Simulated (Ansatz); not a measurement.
Geometry relaxation of Al₃₂N₃₁ (part 1 of 5)

The run: geometry relaxation of Al₃₂N₃₁ (defect cell, 63 atoms in the cell). Method and program: DFT PBE, scalar-relativistic, plane waves, PAW, spin-polarised (Ansatz 0.2.0).

The structure derives from an entry of the Crystallography Open Database.

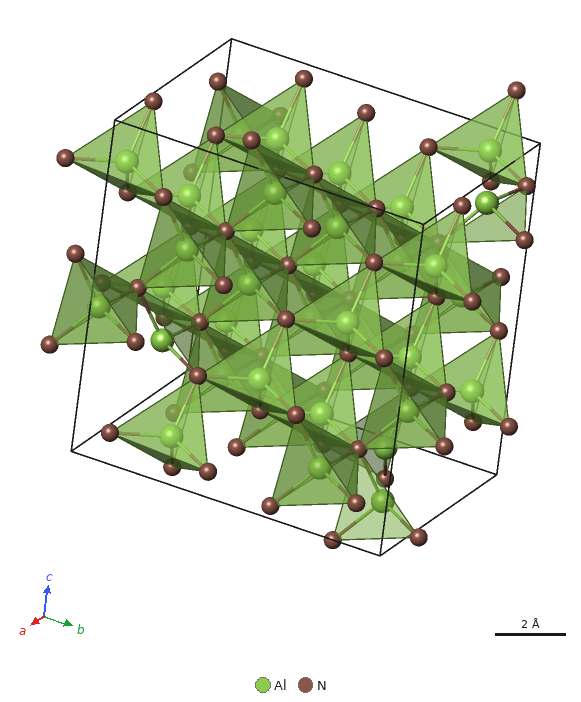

**Figure 1.** The input geometry (polyhedral view of the cell of the calculation, seen slightly off an axis; polyhedra are completed across the faces of the cell).

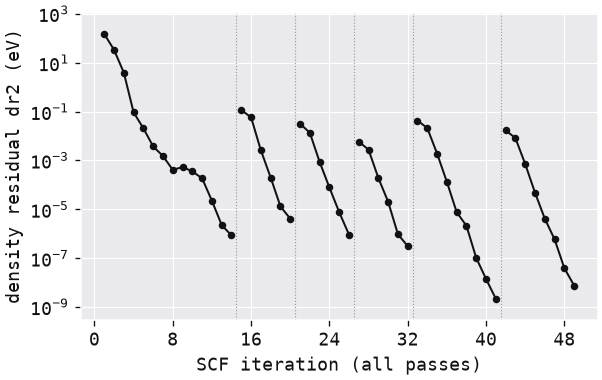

**Figure 2.** Convergence of the self-consistent field: density residual dr2 against the SCF iteration. The dotted lines part the SCF passes of the relaxation: geometry steps, rejected trials and re-solves on a re-selected basis. The 6 passes take 6 to 14 iterations each, 49 in all.

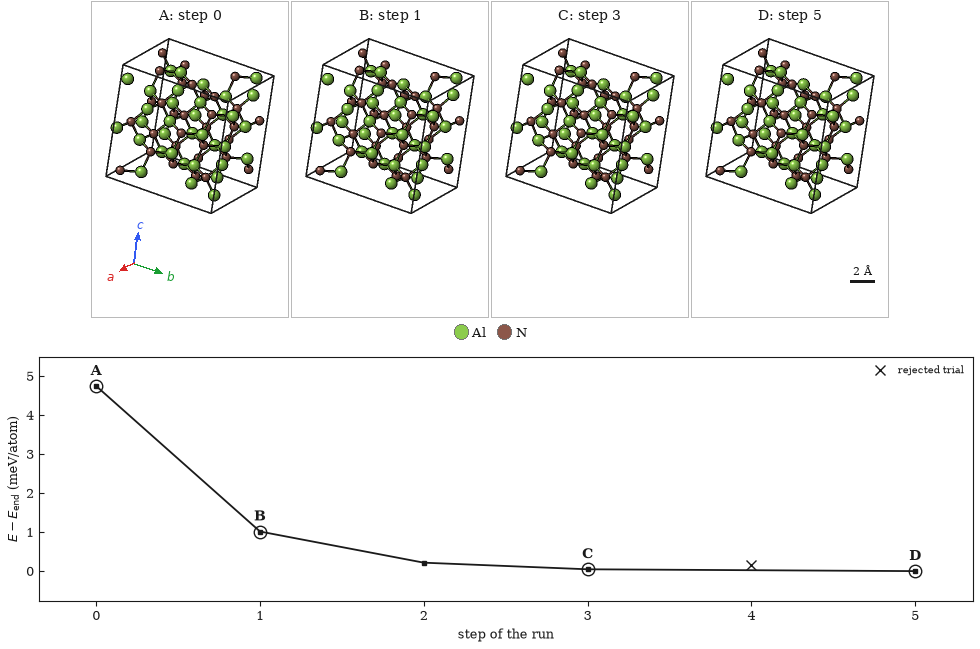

**Figure 3.** Frames of the relaxation (ball-and-stick view of the cell of the calculation, seen slightly off an axis) above the curves, on which the letters mark them (the first geometry is step 0 here and step 1 in the log).

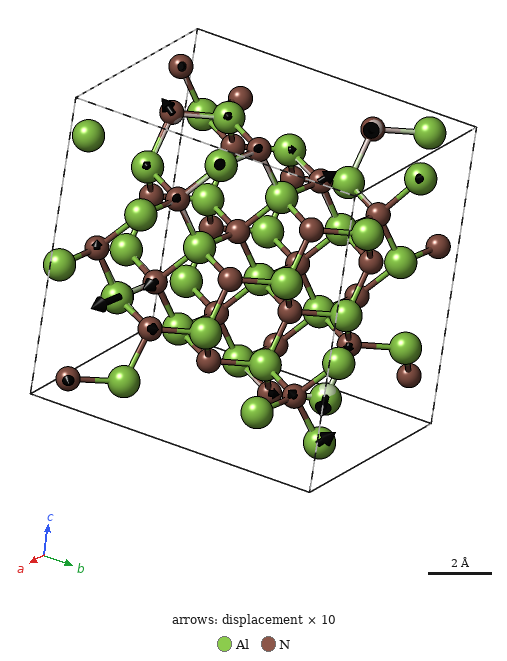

**Figure 4.** Start (faint) and end (solid) with the displacements as black arrows, magnified 10 times (ball-and-stick view of the cell of the calculation, seen slightly off an axis). The energy falls by 4.7 meV per atom in 5 geometry steps. Largest force component: 1.1 eV/Å at the start, 0.022 eV/Å at the end. The line search rejected the trial step at point 4 (counted from 0) and went back. Al17 moves most: 0.13 Å. Largest moves by element: Al 0.13 Å, N 0.09 Å. The lattice vectors keep their values. Among the contacts that change: Al18–N49 2.011 → 1.944 Å, Al17–N42 1.883 → 1.947 Å, Al18–N37 1.845 → 1.899 Å, Al13–N60 1.883 → 1.914 Å. Among the angles that change: Al17–N46–Al21 111.3° → 106.1°, Al1–N48–Al17 109.1° → 104.4°, N42–Al17–N48 109.7° → 105.2°. (Atoms are counted from 1 in the order of the input.)

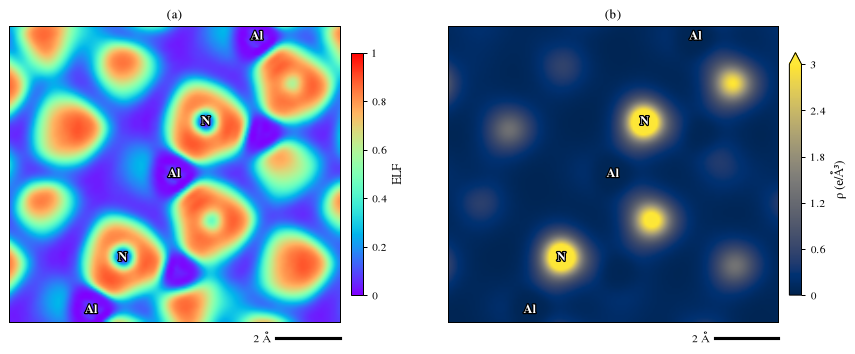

**Figure 5.** (a) ELF; (b) valence charge density (pseudo) on the (001) plane of the calculation cell. The section cuts through Al and N sites. Al–N (1.91 Å): ρ at the midpoint is about 0.66 e/Å³; the ELF peaks at about 0.90 between the atoms, which marks a polar covalent bond. Away from the nuclei the density in this plane falls to 0.05 e/Å³ at its lowest. The fields are those of the smooth PAW valence density.

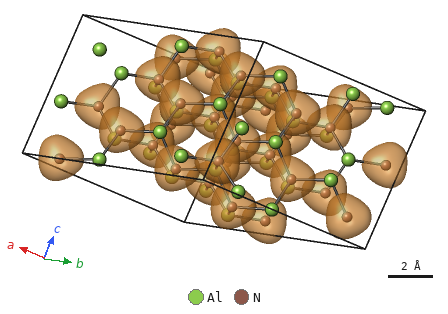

**Figure 6.** Isosurface of the valence pseudo-density at 0.4 e/Å³ (orange), seen at an oblique angle. Sticks mark near contacts. The outline is the calculation cell. At this value the density breaks into separate islands; it holds about 65 % of the electrons treated as valence. On the grid the lowest density along these lines, outside the cores, is 0.57 e/Å³ (Al–N, 1.89 Å) and 0.52 e/Å³ (Al–N, 1.93 Å).

These pictures come from the run below.

The input
```yaml
crystal:
  lattice:
    - [1.565122784, 8.132616546, 5.0179604223]
    - [-1.565122784, -8.132616546, 5.0179604223]
    - [7.8256139201, -2.710872182, -5.0179604223]
  atoms:
    - { symbol: Al, position: [0.8329476564, 0.2496143231, 0.0833333333] }
    - { symbol: Al, position: [0.5829476564, 0.1246143231, 0.7083333333] }
    - { symbol: Al, position: [0.5829476564, 0.8746143231, 0.4583333333] }
    - { symbol: Al, position: [0.5829476564, 0.6246143231, 0.2083333333] }
    - { symbol: Al, position: [0.0829476564, 0.1246143231, 0.2083333333] }
    - { symbol: Al, position: [0.5829476564, 0.3746143231, 0.9583333333] }
    - { symbol: Al, position: [0.0829476564, 0.8746143231, 0.9583333333] }
    - { symbol: Al, position: [0.8329476564, 0.9996143231, 0.8333333333] }
    - { symbol: Al, position: [0.8329476564, 0.7496143231, 0.5833333333] }
    - { symbol: Al, position: [0.3329476564, 0.2496143231, 0.5833333333] }
    - { symbol: Al, position: [0.8329476564, 0.4996143231, 0.3333333333] }
    - { symbol: Al, position: [0.3329476564, 0.9996143231, 0.3333333333] }
    - { symbol: Al, position: [0.3345385114, 0.7542518728, 0.0856830403], spin: 0.25 }
    - { symbol: Al, position: [0.0829476564, 0.6246143231, 0.7083333333] }
    - { symbol: Al, position: [0.0829476564, 0.3746143231, 0.4583333333] }
    - { symbol: Al, position: [0.3329476564, 0.4996143231, 0.8333333333] }
    - { symbol: Al, position: [0.6681090017, 0.1286847531, 0.2944295669], spin: 0.25 }
    - { symbol: Al, position: [0.4050599347, 0.9920909053, 0.9170946082], spin: 0.25 }
    - { symbol: Al, position: [0.4162809898, 0.7496143231, 0.6666666667] }
    - { symbol: Al, position: [0.4162809898, 0.4996143231, 0.4166666667] }
    - { symbol: Al, position: [0.9162809898, 0.9996143231, 0.4166666667] }
    - { symbol: Al, position: [0.4162809898, 0.2496143231, 0.1666666667] }
    - { symbol: Al, position: [0.9162809898, 0.7496143231, 0.1666666667] }
    - { symbol: Al, position: [0.6701991453, 0.8778702917, 0.0458536356], spin: 0.25 }
    - { symbol: Al, position: [0.6662809898, 0.6246143231, 0.7916666667] }
    - { symbol: Al, position: [0.1662809898, 0.1246143231, 0.7916666667] }
    - { symbol: Al, position: [0.6662809898, 0.3746143231, 0.5416666667] }
    - { symbol: Al, position: [0.1662809898, 0.8746143231, 0.5416666667] }
    - { symbol: Al, position: [0.1662809898, 0.6246143231, 0.2916666667] }
    - { symbol: Al, position: [0.9162809898, 0.4996143231, 0.9166666667] }
    - { symbol: Al, position: [0.9162809898, 0.2496143231, 0.6666666667] }
    - { symbol: Al, position: [0.1662809898, 0.3746143231, 0.0416666667] }
    - { symbol: "N", position: [0.2737190102, 0.8153856769, 0.7083333333] }
    - { symbol: "N", position: [0.2737190102, 0.5653856769, 0.4583333333] }
    - { symbol: "N", position: [0.2737190102, 0.3153856769, 0.2083333333] }
    - { symbol: "N", position: [0.7737190102, 0.8153856769, 0.2083333333] }
    - { symbol: "N", position: [0.2737190102, 0.0653856769, 0.9583333333] }
    - { symbol: "N", position: [0.7737190102, 0.5653856769, 0.9583333333] }
    - { symbol: "N", position: [0.5237190102, 0.6903856769, 0.8333333333] }
    - { symbol: "N", position: [0.5237190102, 0.4403856769, 0.5833333333] }
    - { symbol: "N", position: [0.0237190102, 0.9403856769, 0.5833333333] }
    - { symbol: "N", position: [0.5237190102, 0.1903856769, 0.3333333333] }
    - { symbol: "N", position: [0.0237190102, 0.6903856769, 0.3333333333] }
    - { symbol: "N", position: [0.0237190102, 0.4403856769, 0.0833333333] }
    - { symbol: "N", position: [0.7737190102, 0.3153856769, 0.7083333333] }
    - { symbol: "N", position: [0.7737190102, 0.0653856769, 0.4583333333] }
    - { symbol: "N", position: [0.0237190102, 0.1903856769, 0.8333333333] }
    - { symbol: "N", position: [0.8570523436, 0.3153856769, 0.2916666667] }
    - { symbol: "N", position: [0.6070523436, 0.1903856769, 0.9166666667] }
    - { symbol: "N", position: [0.6070523436, 0.9403856769, 0.6666666667] }
    - { symbol: "N", position: [0.6070523436, 0.6903856769, 0.4166666667] }
    - { symbol: "N", position: [0.1070523436, 0.1903856769, 0.4166666667] }
    - { symbol: "N", position: [0.6070523436, 0.4403856769, 0.1666666667] }
    - { symbol: "N", position: [0.1070523436, 0.9403856769, 0.1666666667] }
    - { symbol: "N", position: [0.8570523436, 0.0653856769, 0.0416666667] }
    - { symbol: "N", position: [0.8570523436, 0.8153856769, 0.7916666667] }
    - { symbol: "N", position: [0.3570523436, 0.3153856769, 0.7916666667] }
    - { symbol: "N", position: [0.8570523436, 0.5653856769, 0.5416666667] }
    - { symbol: "N", position: [0.3570523436, 0.0653856769, 0.5416666667] }
    - { symbol: "N", position: [0.3570523436, 0.8153856769, 0.2916666667] }
    - { symbol: "N", position: [0.1070523436, 0.6903856769, 0.9166666667] }
    - { symbol: "N", position: [0.1070523436, 0.4403856769, 0.6666666667] }
    - { symbol: "N", position: [0.3570523436, 0.5653856769, 0.0416666667] }
  host:
    lattice:
      - [3.130245568, 0.0, 0.0]
      - [-1.565122784, 2.710872182, 0.0]
      - [0.0, 0.0, 5.0179604223]
    atoms:
      - { symbol: Al, position: [0.3333333333, 0.6666666667, -0.0007713538] }
      - { symbol: Al, position: [0.6666666667, 0.3333333333, 0.4992286462] }
      - { symbol: "N", position: [0.3333333333, 0.6666666667, 0.3807713538] }
      - { symbol: "N", position: [0.6666666667, 0.3333333333, 0.8807713538] }
basis:
  ecutwfc: 420
  xc_grid: 2
kpoints:
  mp_grid: { grid: [2, 2, 2], shift: [0.5, 0.5, 0.5] }
hamiltonian:
  xc: pbe
scf:
  occupations: { method: gaussian, width: 0.01 }
output:
  forces: true
  stress: false
  eigenvalues: true
  populations: true
  charged_corrections:
    defect_position: [0.52371901, 0.94038568, 0.08333333]
    epsilon: [[8.2949, 0.0, 0.0], [0.0, 8.2949, 0.0], [0.0, 0.0, 9.8373]]
  write_density: true
  write_potential: true
  elf: true
  volumetric_format: npy
magnetization:
  spin_polarized: true
relax:
  adjacent_minimum: "off"
  f_tol: 0.025
  max_steps: 60
```

Launched with:
```bash
ansatz run input.yaml --threads 4 --pin off --max-ram 10240MiB --backend cpu --events-out ev --progress --plain --runs-dir out
```

Log
```
Engine: ansatz 0.2.0, aarch64-unknown-linux-gnu
Pseudopotentials: kind: paw
Pseudopotential: Al, paw, valence charge 3, recommended cutoff 420 eV (normal), Al.paw.azcp
Pseudopotential: N, paw, valence charge 5, recommended cutoff 420 eV (normal), N.paw.azcp
Functional definition: PBE
  parameter kappa = 0.804
  parameter beta = 0.06672455060314922
  exchange = pbe_x(kappa = kappa, mu = beta*pi^2/3)
  correlation = pbe_c(beta = beta)
Crystal: 63 atoms, lattice volume = 681.294 Å³
Basis set: ecut = 420 eV, 13335 PW (Γ), exchange–correlation on 144×144×144 points (8 copies of the dense FFT grid, shifted against one another)
Bands: 189, of which v1, the nominal top of the filled ones, is band 126 counted from 1 (125 counted from 0)
Symmetry: 1 space group operations
Space group: P1 (ITA 1), of the structure as read, at distance tolerance 8.8e-5 Å
Magnetic group: BNS 1.1 (UNI 1), of the structure as read, at distance tolerance 8.8e-5 Å
k-points: 4 of 8 (time reversal used)
Non-local potential: Al, projectors of the file, l = 0: 2, l = 1: 2, l = 2: 1
Non-local potential: N, projectors of the file, l = 0: 2, l = 1: 2, l = 2: 1
PAW form: soft (Blöchl's): semilocal exchange-correlation on the pseudo side does not see the compensation charge
PAW one-centre angular grid: Al, 110 points (default); XC on 64 Gauss nodes
PAW one-centre angular grid: N, 110 points (default); XC on 64 Gauss nodes
Initial density: superposition of atomic densities (chi_scale 0.1, normalization cell, long waves kept (reshape's long-wave potential 0.18 eV rms))
Starting moments: Σ|m| = 1 μB on 4 of 63 sites
Initial wavefunctions: pseudopotential atomic-orbital guess
Functional: x = pbe(κ = 0.804, μ = 0.2195149727645171), c = pbe(β = 0.06672455060314922)
```
